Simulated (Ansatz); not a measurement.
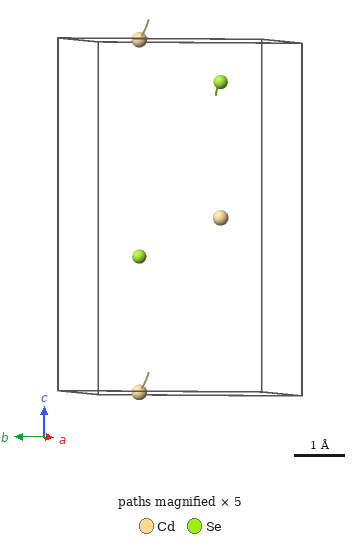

A Born-Oppenheimer molecular dynamics run of a 4-atom cell of CdSe (set up in P6_3mc), 40 fs long. Lines trace each atom's path, in the colour of its element; spheres stand at the starting positions. The excursions are magnified 5 times. Seen from a free direction in the simulation cell.

All numbers below come from DFT, PAW plane waves, PBE in Ansatz. Settings: plane-wave cutoff 420 eV; k-point mesh 4 × 4 × 2; Fermi-Dirac smearing 0.1 eV; constant energy (NVE); velocities drawn for 300 K; time step 2 fs.

### What do the traces tell about the motion?

Root-mean-square distances from the starting positions over the second half, with the common drift of all atoms taken out: Cd 0.07 Å, Se 0.06 Å. The run lasts only 40 fs, too short to tell vibration from diffusion. Over the second half the temperature averages 201 K (spread ±29 K). The potential energy is still drifting at the end, so the run hasn't reached equilibrium. The potential energy in the second half lies on average 9.6 meV per atom above the first frame.

Cost: 82 s on 2 threads of Arm Neoverse N1, on a shared host, peak memory 0.42 GiB.
